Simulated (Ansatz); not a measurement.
# Chromium, bcc under LDA: how the k-point mesh moves the result

A convergence test of the k-point mesh. The geometry was relaxed under LDA beforehand and stays fixed; 8 values are run, from 3×3×3 to 23×23×23. Wanted are the values from which on the energy stays within 10 and 1 meV/atom, and the pressure within 0.5 GPa, of the last run. Within the series other settings stay, but some runs also write fields, which adds to their time. Spin polarisation is left out.

Method: DFT LDA, plane waves with PAW, scalar-relativistic, in Ansatz 0.2.0.

### Step 1. The system as given

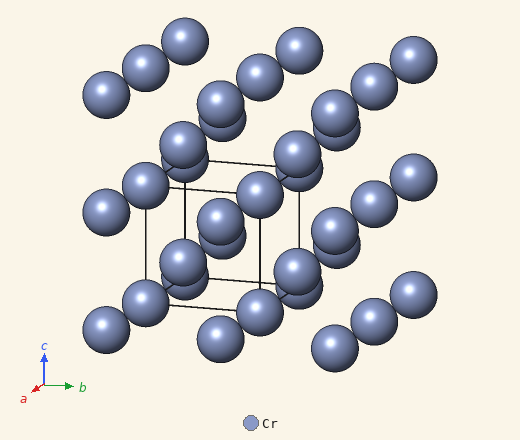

The structure, seen slightly off an axis (chromium light blue). 2×2×2 conventional cells are drawn; the run uses a primitive one. Any atoms on the faces are drawn again on the opposite ones.

As a file:

```xyz
1
Lattice="-1.3942 1.3942 1.3942 1.3942 -1.3942 1.3942 1.3942 1.3942 -1.3942" Properties=species:S:1:pos:R:3 pbc="T T T"
Cr    0.0000    0.0000    0.0000
```

### Step 2. Run at 3×3×3

The run at 3×3×3.

Input file input.yaml:

```yaml
crystal:
  lattice:
    - [-1.3942485114, 1.3942485114, 1.3942485114]
    - [1.3942485114, -1.3942485114, 1.3942485114]
    - [1.3942485114, 1.3942485114, -1.3942485114]
  atoms:
    - { symbol: Cr, position: [0.0, 0.0, 0.0] }
hamiltonian:
  xc: lda
  pseudopotentials:
    kind: paw
    azcp:
      Cr: "pseudopotentials/Cr.paw.azcp"
basis:
  ecutwfc: 420
  fft_grid_basis: typed
kpoints:
  mp_grid: { grid: [3, 3, 3], shift: [0, 0, 0] }
magnetization:
  spin_polarized: false
scf:
  occupations: { method: fermi_dirac, width: 0.1 }
  lower_state_search: "off"
output:
  stress: true
  write_density: true
  write_potential: true
  elf: true
  volumetric_format: npy
```

On the command line:

```bash
$ ansatz run input.yaml --threads 2 --pin off --max-ram 5120MiB --backend cpu --events-out ev --progress --plain --runs-dir out
```

Output:

```text
Warning: <dir> the record states the generating functional pbe (its physics header spells it `PBE`), which answers neither for hamiltonian.xc's functional nor for the lda family's — results may be inconsistent (PPs are generated against a specific XC)
Warning: RAYON_NUM_THREADS=2 ignored (pool sized by the plan → 2); use --threads N
Engine: ansatz 0.2.0, aarch64-unknown-linux-gnu
Pseudopotentials: kind: paw
Pseudopotential: Cr, paw, valence charge 14, recommended cutoff 420 eV (normal), <dir>
Functional definition: SPW92
  exchange = slater_x
  correlation = pw_c
Crystal: 1 atoms, lattice volume = 10.841 Å³
Basis set: ecut = 420 eV, 201 PW (Γ)
Bands: 11, of which v1, the nominal top of the filled ones, is band 7 counted from 1 (6 counted from 0)
Symmetry: 48 space group operations
Space group: Im-3m (ITA 229), of the structure as read, at distance tolerance 2.2e-5 Å
k-points: 4 of 27
Non-local potential: Cr, projectors of the file, l = 0: 3, l = 1: 2, l = 2: 3, l = 3: 1
PAW form: soft (Blöchl's): semilocal exchange-correlation on the pseudo side does not see the compensation charge
PAW frozen core: Cr, regenerated for the run's functional, and the local potential with it (the file was generated under x = pbe(κ = 0.804, μ = 0.2195149727645171), c = pbe(β = 0.06672455060314922))
PAW one-centre angular grid: Cr, 590 points (default); XC on 64 Gauss nodes
Initial density: superposition of atomic densities (neutral atoms: chi_scale 0, normalization atom), corrected by the library's trained network
Initial wavefunctions: pseudopotential atomic-orbital guess
Functional: x = slater, c = lda
SCF iter   1: F=—  HF=-3322.733183 eV  |F-HF|=—  |Δ(HF+E_count)|=         —  Δρ=3.01e-2  dr2=6.91e-2  ethr=1.77e-3  ⟨swp⟩=3.5  Hψ=213  notcnv=0
preconditioner: auto → none  [insulator: Δε(μ)=1.443 eV  Ē_g=7.825 eV  σ=0.100 eV  W_gap=0.59  n_scr=0 (ndim 8)  ℏωp=27.6 eV  f_vac=0.000  D(μ)=2.22/eV (n_scr^D=42)  ε∞_Penn≈13.5]
SCF iter   2: F=—  HF=-3322.716092 eV  |F-HF|=—  |Δ(HF+E_count)|=   1.71e-2  Δρ=1.15e-2  dr2=6.44e-3  ethr=4.94e-4  ⟨swp⟩=2.8  Hψ=101  notcnv=0
SCF iter   3: F=—  HF=-3322.712718 eV  |F-HF|=—  |Δ(HF+E_count)|=   3.37e-3  Δρ=3.98e-3  dr2=6.43e-4  ethr=4.60e-5  ⟨swp⟩=2.0  Hψ=81  notcnv=0
SCF iter   4: F=—  HF=-3322.712514 eV  |F-HF|=—  |Δ(HF+E_count)|=   2.05e-4  Δρ=5.26e-4  dr2=1.04e-5  ethr=4.59e-6  ⟨swp⟩=1.0  Hψ=44  notcnv=0
SCF iter   5: F=—  HF=-3322.712539 eV  |F-HF|=—  |Δ(HF+E_count)|=   2.54e-5  Δρ=3.61e-5  dr2=7.35e-8  ethr=7.40e-8  ⟨swp⟩=1.5  Hψ=46  notcnv=0
SCF iter   6: F=-3322.712539 eV  HF=-3322.712539 eV  |F-HF|=3.21e-10  |Δ(HF+E_count)|=   5.16e-9  Δρ=3.12e-6  dr2=5.34e-10  ethr=5.25e-10  ⟨swp⟩=4.2  Hψ=208  notcnv=0
SCF 1 converged in 6 iterations: F = -3322.712539 eV  dr2 = 5.34e-10
SCF converged after 6 iterations
Free energy (F): -3322.712539 eV
Harris-Foulkes:  -3322.712539 eV  (|F-HF|=3.21e-10)
Internal energy: -3322.647531 eV  (E = F + TS)
E sigma→0 (E₀):  -3322.680035 eV
Entropy (-TS):   -0.065009 eV (-65.009 meV/atom)
Fermi energy:    20.880895 eV
--- Per-component energies (eV) ---
  E_band       = -129.356612
  E_kinetic    = 344.048360
  E_local      = -1118.276648  (includes V_loc(G=0)·N_el)
  E_nonlocal   = 82.788672
  E_hartree    = 490.021806
  E_xc         = -139.992525
  E_vxc        = -179.600733  (∫ρ·V_xc dr)
  E_paw        = -1139.908074  (= ΣΔE_a)
  E_vpaw       = -238.361206  (= ΣTr[D̂ρ^β])
  E_aug_tail   = 0.000316  (compensation charges beyond the density's cutoff)
  E_ewald      = -1841.694563
  E_core_change = 0.365125  (= ΣΔE_core)
  E_smearing   = -0.065009  (= −TS)
  E_closure    = -0.000000  (closes the sum)
  Σ components = -3322.712539   (vs F -3322.712539, Δ=0.00e0)
--- Stress (GPa, compression-positive) ---
       14.690052      -0.000000      -0.000000
        0.000000      14.690052       0.000000
       -0.000000       0.000000      14.690052
  P = ⅓ Tr σ = 14.6901 GPa (146.901 kbar)
--- Band table (eV) ---
  k-point 0: bands = ["-51.0305", "-22.0013", "-22.0013", "-22.0013", "12.5181", "19.3262", "19.3262", "19.3262", "21.5045", "21.5045", "43.4453"]
  k-point 1: bands = ["-50.8267", "-22.8619", "-22.2674", "-22.0082", "15.6211", "18.0396", "19.6253", "21.3543", "21.7338", "22.2037", "34.9847"]
  k-point 2: bands = ["-50.7231", "-22.7809", "-22.7809", "-22.1418", "17.2459", "18.1583", "18.1583", "21.8283", "21.8283", "29.6992", "29.6992"]
  k-point 3: bands = ["-50.6710", "-22.7422", "-22.5720", "-22.5720", "16.7249", "16.9379", "20.9184", "20.9184", "21.9969", "25.6191", "36.1680"]
```

Run time: 0.84 s. Hardware: 2 threads of Arm Neoverse V1, shared host; peak memory 0.24 GiB.

### Step 3. Run at 4×4×4

The run at 4×4×4.

input.yaml: that of step 2 with these lines changed.

```diff
@@ -17,3 +17,3 @@
 kpoints:
-  mp_grid: { grid: [3, 3, 3], shift: [0, 0, 0] }
+  mp_grid: { grid: [4, 4, 4], shift: [0, 0, 0] }
 magnetization:
@@ -25,5 +25 @@
   stress: true
-  write_density: true
-  write_potential: true
-  elf: true
-  volumetric_format: npy
```

On the command line:

```bash
$ ansatz run input.yaml --threads 2 --pin off --max-ram 5120MiB --backend cpu --events-out ev --progress --plain --runs-dir out
```

Output:

```text
Warning: <dir> the record states the generating functional pbe (its physics header spells it `PBE`), which answers neither for hamiltonian.xc's functional nor for the lda family's — results may be inconsistent (PPs are generated against a specific XC)
Warning: RAYON_NUM_THREADS=2 ignored (pool sized by the plan → 2); use --threads N
Engine: ansatz 0.2.0, aarch64-unknown-linux-gnu
Pseudopotentials: kind: paw
Pseudopotential: Cr, paw, valence charge 14, recommended cutoff 420 eV (normal), <dir>
Functional definition: SPW92
  exchange = slater_x
  correlation = pw_c
Crystal: 1 atoms, lattice volume = 10.841 Å³
Basis set: ecut = 420 eV, 201 PW (Γ)
Bands: 11, of which v1, the nominal top of the filled ones, is band 7 counted from 1 (6 counted from 0)
Symmetry: 48 space group operations
Space group: Im-3m (ITA 229), of the structure as read, at distance tolerance 2.2e-5 Å
k-points: 8 of 64
Non-local potential: Cr, projectors of the file, l = 0: 3, l = 1: 2, l = 2: 3, l = 3: 1
PAW form: soft (Blöchl's): semilocal exchange-correlation on the pseudo side does not see the compensation charge
PAW frozen core: Cr, regenerated for the run's functional, and the local potential with it (the file was generated under x = pbe(κ = 0.804, μ = 0.2195149727645171), c = pbe(β = 0.06672455060314922))
PAW one-centre angular grid: Cr, 590 points (default); XC on 64 Gauss nodes
Initial density: superposition of atomic densities (neutral atoms: chi_scale 0, normalization atom), corrected by the library's trained network
Initial wavefunctions: pseudopotential atomic-orbital guess
Functional: x = slater, c = lda
SCF iter   1: F=—  HF=-3323.037459 eV  |F-HF|=—  |Δ(HF+E_count)|=         —  Δρ=9.18e-3  dr2=5.94e-3  ethr=1.77e-3  ⟨swp⟩=4.1  Hψ=433  notcnv=0
preconditioner: auto → none  [insulator: Δε(μ)=0.854 eV  Ē_g=7.947 eV  σ=0.100 eV  W_gap=0.97  n_scr=0 (ndim 8)  ℏωp=27.6 eV  f_vac=0.000  D(μ)=0.12/eV (n_scr^D=0)  ε∞_Penn≈13.1]
SCF iter   2: F=—  HF=-3323.036091 eV  |F-HF|=—  |Δ(HF+E_count)|=   1.37e-3  Δρ=4.91e-3  dr2=8.46e-4  ethr=4.25e-5  ⟨swp⟩=1.1  Hψ=153  notcnv=0
SCF iter   3: F=—  HF=-3323.035865 eV  |F-HF|=—  |Δ(HF+E_count)|=   2.26e-4  Δρ=1.90e-3  dr2=2.61e-4  ethr=6.05e-6  ⟨swp⟩=2.0  Hψ=135  notcnv=0
SCF iter   4: F=—  HF=-3323.035805 eV  |F-HF|=—  |Δ(HF+E_count)|=   6.00e-5  Δρ=1.75e-4  dr2=1.27e-6  ethr=1.86e-6  ⟨swp⟩=2.0  Hψ=104  notcnv=0
SCF iter   5: F=—  HF=-3323.035803 eV  |F-HF|=—  |Δ(HF+E_count)|=   2.68e-6  Δρ=7.91e-6  dr2=4.96e-9  ethr=9.06e-9  ⟨swp⟩=2.1  Hψ=110  notcnv=0
SCF iter   6: F=-3323.035803 eV  HF=-3323.035803 eV  |F-HF|=3.64e-12  |Δ(HF+E_count)|=   1.02e-9  Δρ=9.91e-7  dr2=1.83e-11  ethr=3.54e-11  ⟨swp⟩=1.9  Hψ=261  notcnv=0
SCF 1 converged in 6 iterations: F = -3323.035803 eV  dr2 = 1.83e-11
SCF converged after 6 iterations
Free energy (F): -3323.035803 eV
Harris-Foulkes:  -3323.035803 eV  (|F-HF|=3.64e-12)
Internal energy: -3323.028906 eV  (E = F + TS)
E sigma→0 (E₀):  -3323.032355 eV
Entropy (-TS):   -0.006896 eV (-6.896 meV/atom)
Fermi energy:    20.655883 eV
--- Per-component energies (eV) ---
  E_band       = -125.134844
  E_kinetic    = 346.180456
  E_local      = -1126.490039  (includes V_loc(G=0)·N_el)
  E_nonlocal   = 84.206295
  E_hartree    = 496.067992
  E_xc         = -139.917013
  E_vxc        = -179.506625  (∫ρ·V_xc dr)
  E_paw        = -1141.747473  (= ΣΔE_a)
  E_vpaw       = -241.661265  (= ΣTr[D̂ρ^β])
  E_aug_tail   = 0.000314  (compensation charges beyond the density's cutoff)
  E_ewald      = -1841.694563
  E_core_change = 0.365125  (= ΣΔE_core)
  E_smearing   = -0.006896  (= −TS)
  E_closure    = 0.000000  (closes the sum)
  Σ components = -3323.035803   (vs F -3323.035803, Δ=0.00e0)
--- Stress (GPa, compression-positive) ---
       -1.174718       0.000000      -0.000000
        0.000000      -1.174718      -0.000000
        0.000000       0.000000      -1.174718
  P = ⅓ Tr σ = -1.1747 GPa (-11.747 kbar)
```

Run time: 0.28 s. Hardware: 2 threads of Arm Neoverse V1, shared host; peak memory 0.24 GiB.

### Step 4. Run at 6×6×6

The run at 6×6×6.

input.yaml: that of step 3 with these lines changed.

```diff
@@ -17,3 +17,3 @@
 kpoints:
-  mp_grid: { grid: [4, 4, 4], shift: [0, 0, 0] }
+  mp_grid: { grid: [6, 6, 6], shift: [0, 0, 0] }
 magnetization:
@@ -25 +25,5 @@
   stress: true
+  write_density: true
+  write_potential: true
+  elf: true
+  volumetric_format: npy
```

On the command line:

```bash
$ ansatz run input.yaml --threads 2 --pin off --max-ram 5120MiB --backend cpu --events-out ev --progress --plain --runs-dir out
```

Output:

```text
Warning: <dir> the record states the generating functional pbe (its physics header spells it `PBE`), which answers neither for hamiltonian.xc's functional nor for the lda family's — results may be inconsistent (PPs are generated against a specific XC)
Warning: RAYON_NUM_THREADS=2 ignored (pool sized by the plan → 2); use --threads N
Engine: ansatz 0.2.0, aarch64-unknown-linux-gnu
Pseudopotentials: kind: paw
Pseudopotential: Cr, paw, valence charge 14, recommended cutoff 420 eV (normal), <dir>
Functional definition: SPW92
  exchange = slater_x
  correlation = pw_c
Crystal: 1 atoms, lattice volume = 10.841 Å³
Basis set: ecut = 420 eV, 201 PW (Γ)
Bands: 11, of which v1, the nominal top of the filled ones, is band 7 counted from 1 (6 counted from 0)
Symmetry: 48 space group operations
Space group: Im-3m (ITA 229), of the structure as read, at distance tolerance 2.2e-5 Å
k-points: 16 of 216
Non-local potential: Cr, projectors of the file, l = 0: 3, l = 1: 2, l = 2: 3, l = 3: 1
PAW form: soft (Blöchl's): semilocal exchange-correlation on the pseudo side does not see the compensation charge
PAW frozen core: Cr, regenerated for the run's functional, and the local potential with it (the file was generated under x = pbe(κ = 0.804, μ = 0.2195149727645171), c = pbe(β = 0.06672455060314922))
PAW one-centre angular grid: Cr, 590 points (default); XC on 64 Gauss nodes
Initial density: superposition of atomic densities (neutral atoms: chi_scale 0, normalization atom), corrected by the library's trained network
Initial wavefunctions: pseudopotential atomic-orbital guess
Functional: x = slater, c = lda
SCF iter   1: F=—  HF=-3323.131888 eV  |F-HF|=—  |Δ(HF+E_count)|=         —  Δρ=1.08e-2  dr2=3.59e-3  ethr=1.77e-3  ⟨swp⟩=3.9  Hψ=860  notcnv=0
preconditioner: auto → none  [insulator: Δε(μ)=0.314 eV  Ē_g=7.922 eV  σ=0.100 eV  W_gap=0.65  n_scr=0 (ndim 8)  ℏωp=27.6 eV  f_vac=0.000  D(μ)=0.56/eV (n_scr^D=0)  ε∞_Penn≈13.2]
SCF iter   2: F=—  HF=-3323.131215 eV  |F-HF|=—  |Δ(HF+E_count)|=   6.73e-4  Δρ=4.61e-3  dr2=9.14e-4  ethr=2.56e-5  ⟨swp⟩=2.8  Hψ=441  notcnv=0
SCF iter   3: F=—  HF=-3323.131067 eV  |F-HF|=—  |Δ(HF+E_count)|=   1.49e-4  Δρ=2.57e-3  dr2=2.08e-4  ethr=6.53e-6  ⟨swp⟩=2.9  Hψ=297  notcnv=0
SCF iter   4: F=—  HF=-3323.131025 eV  |F-HF|=—  |Δ(HF+E_count)|=   4.21e-5  Δρ=1.07e-4  dr2=6.32e-7  ethr=1.49e-6  ⟨swp⟩=2.8  Hψ=276  notcnv=0
SCF iter   5: F=—  HF=-3323.131027 eV  |F-HF|=—  |Δ(HF+E_count)|=   1.92e-6  Δρ=6.68e-6  dr2=2.34e-9  ethr=4.52e-9  ⟨swp⟩=2.0  Hψ=224  notcnv=0
SCF iter   6: F=-3323.131027 eV  HF=-3323.131027 eV  |F-HF|=4.55e-12  |Δ(HF+E_count)|=   1.01e-9  Δρ=1.28e-6  dr2=2.08e-11  ethr=1.67e-11  ⟨swp⟩=3.6  Hψ=726  notcnv=0
SCF 1 converged in 6 iterations: F = -3323.131027 eV  dr2 = 2.08e-11
SCF converged after 6 iterations
Free energy (F): -3323.131027 eV
Harris-Foulkes:  -3323.131027 eV  (|F-HF|=4.55e-12)
Internal energy: -3323.112234 eV  (E = F + TS)
E sigma→0 (E₀):  -3323.121630 eV
Entropy (-TS):   -0.018793 eV (-18.793 meV/atom)
Fermi energy:    20.560803 eV
--- Per-component energies (eV) ---
  E_band       = -126.623074
  E_kinetic    = 345.585797
  E_local      = -1124.158395  (includes V_loc(G=0)·N_el)
  E_nonlocal   = 83.664429
  E_hartree    = 494.322687
  E_xc         = -139.950410
  E_vxc        = -179.549012  (∫ρ·V_xc dr)
  E_paw        = -1141.247219  (= ΣΔE_a)
  E_vpaw       = -240.811646  (= ΣTr[D̂ρ^β])
  E_aug_tail   = 0.000316  (compensation charges beyond the density's cutoff)
  E_ewald      = -1841.694563
  E_core_change = 0.365125  (= ΣΔE_core)
  E_smearing   = -0.018793  (= −TS)
  E_closure    = 0.000000  (closes the sum)
  Σ components = -3323.131027   (vs F -3323.131027, Δ=0.00e0)
--- Stress (GPa, compression-positive) ---
       -0.929514       0.000000       0.000000
        0.000000      -0.929514      -0.000000
       -0.000000      -0.000000      -0.929514
  P = ⅓ Tr σ = -0.9295 GPa (-9.295 kbar)
--- Band table (eV; the first three rows and the last of 16) ---
  k-point 0: bands = ["-50.7240", "-21.7039", "-21.7039", "-21.7039", "12.5170", "19.5502", "19.5502", "19.5502", "21.7403", "21.7403", "43.4153"]
  k-point 1: bands = ["-50.6558", "-22.0022", "-21.7949", "-21.7063", "13.7252", "19.0821", "19.3893", "20.4266", "21.3866", "21.7881", "40.8675"]
  k-point 2: bands = ["-50.5174", "-22.5776", "-21.9733", "-21.7112", "15.6889", "18.2360", "19.7234", "21.5952", "21.9779", "22.4658", "35.0957"]
  k-point 15: bands = ["-50.2591", "-22.4856", "-22.4856", "-22.4856", "15.7806", "15.7806", "23.2702", "23.2702", "23.2702", "31.7296", "31.7296"]
```

Run time: 0.36 s. Hardware: 2 threads of Arm Neoverse V1, shared host; peak memory 0.24 GiB.

### Step 5. Run at 8×8×8

The run at 8×8×8.

input.yaml: that of step 4 with these lines changed.

```diff
@@ -17,3 +17,3 @@
 kpoints:
-  mp_grid: { grid: [6, 6, 6], shift: [0, 0, 0] }
+  mp_grid: { grid: [8, 8, 8], shift: [0, 0, 0] }
 magnetization:
@@ -25,5 +25 @@
   stress: true
-  write_density: true
-  write_potential: true
-  elf: true
-  volumetric_format: npy
```

On the command line:

```bash
$ ansatz run input.yaml --threads 2 --pin off --max-ram 5120MiB --backend cpu --events-out ev --progress --plain --runs-dir out
```

Output:

```text
Warning: <dir> the record states the generating functional pbe (its physics header spells it `PBE`), which answers neither for hamiltonian.xc's functional nor for the lda family's — results may be inconsistent (PPs are generated against a specific XC)
Warning: RAYON_NUM_THREADS=2 ignored (pool sized by the plan → 2); use --threads N
Engine: ansatz 0.2.0, aarch64-unknown-linux-gnu
Pseudopotentials: kind: paw
Pseudopotential: Cr, paw, valence charge 14, recommended cutoff 420 eV (normal), <dir>
Functional definition: SPW92
  exchange = slater_x
  correlation = pw_c
Crystal: 1 atoms, lattice volume = 10.841 Å³
Basis set: ecut = 420 eV, 201 PW (Γ)
Bands: 11, of which v1, the nominal top of the filled ones, is band 7 counted from 1 (6 counted from 0)
Symmetry: 48 space group operations
Space group: Im-3m (ITA 229), of the structure as read, at distance tolerance 2.2e-5 Å
k-points: 29 of 512
Non-local potential: Cr, projectors of the file, l = 0: 3, l = 1: 2, l = 2: 3, l = 3: 1
PAW form: soft (Blöchl's): semilocal exchange-correlation on the pseudo side does not see the compensation charge
PAW frozen core: Cr, regenerated for the run's functional, and the local potential with it (the file was generated under x = pbe(κ = 0.804, μ = 0.2195149727645171), c = pbe(β = 0.06672455060314922))
PAW one-centre angular grid: Cr, 590 points (default); XC on 64 Gauss nodes
Initial density: superposition of atomic densities (neutral atoms: chi_scale 0, normalization atom), corrected by the library's trained network
Initial wavefunctions: pseudopotential atomic-orbital guess
Functional: x = slater, c = lda
SCF iter   1: F=—  HF=-3323.068057 eV  |F-HF|=—  |Δ(HF+E_count)|=         —  Δρ=1.09e-2  dr2=4.86e-3  ethr=1.77e-3  ⟨swp⟩=3.8  Hψ=1568  notcnv=0
preconditioner: auto → none  [metal: Δε(μ)=0.218 eV  Ē_g=7.904 eV  σ=0.100 eV  W_gap=0.50  n_scr=0 (ndim 8)  ℏωp=27.6 eV  f_vac=0.000  D(μ)=0.57/eV (n_scr^D=0)]
SCF iter   2: F=—  HF=-3323.067321 eV  |F-HF|=—  |Δ(HF+E_count)|=   7.36e-4  Δρ=4.82e-3  dr2=1.45e-3  ethr=3.47e-5  ⟨swp⟩=3.0  Hψ=854  notcnv=0
SCF iter   3: F=—  HF=-3323.066962 eV  |F-HF|=—  |Δ(HF+E_count)|=   3.59e-4  Δρ=2.61e-3  dr2=1.78e-4  ethr=1.03e-5  ⟨swp⟩=2.8  Hψ=505  notcnv=0
SCF iter   4: F=—  HF=-3323.066958 eV  |F-HF|=—  |Δ(HF+E_count)|=   3.88e-6  Δρ=6.10e-4  dr2=1.09e-5  ethr=1.27e-6  ⟨swp⟩=1.0  Hψ=318  notcnv=0
SCF iter   5: F=—  HF=-3323.066954 eV  |F-HF|=—  |Δ(HF+E_count)|=   3.48e-6  Δρ=6.46e-5  dr2=1.26e-7  ethr=7.76e-8  ⟨swp⟩=1.9  Hψ=440  notcnv=0
SCF iter   6: F=-3323.066954 eV  HF=-3323.066954 eV  |F-HF|=5.73e-11  |Δ(HF+E_count)|=   1.48e-9  Δρ=4.25e-6  dr2=4.36e-10  ethr=7.14e-10  ⟨swp⟩=3.8  Hψ=882  notcnv=0
SCF 1 converged in 6 iterations: F = -3323.066954 eV  dr2 = 4.36e-10
SCF converged after 6 iterations
Free energy (F): -3323.066954 eV
Harris-Foulkes:  -3323.066954 eV  (|F-HF|=5.73e-11)
Internal energy: -3323.045281 eV  (E = F + TS)
E sigma→0 (E₀):  -3323.056118 eV
Entropy (-TS):   -0.021673 eV (-21.673 meV/atom)
Fermi energy:    20.415870 eV
--- Per-component energies (eV) ---
  E_band       = -126.736162
  E_kinetic    = 345.510703
  E_local      = -1123.740920  (includes V_loc(G=0)·N_el)
  E_nonlocal   = 83.564390
  E_hartree    = 494.020788
  E_xc         = -139.955047
  E_vxc        = -179.554855  (∫ρ·V_xc dr)
  E_paw        = -1141.116074  (= ΣΔE_a)
  E_vpaw       = -240.558041  (= ΣTr[D̂ρ^β])
  E_aug_tail   = 0.000316  (compensation charges beyond the density's cutoff)
  E_ewald      = -1841.694563
  E_core_change = 0.365125  (= ΣΔE_core)
  E_smearing   = -0.021673  (= −TS)
  E_closure    = -0.000000  (closes the sum)
  Σ components = -3323.066954   (vs F -3323.066954, Δ=0.00e0)
--- Stress (GPa, compression-positive) ---
        0.771042       0.000000       0.000000
       -0.000000       0.771042       0.000000
        0.000000      -0.000000       0.771042
  P = ⅓ Tr σ = 0.7710 GPa (7.710 kbar)
```

Wall time 0.35 s (2 threads of Arm Neoverse V1, shared host); peak memory 0.24 GiB.

[end of part 1 of 2]
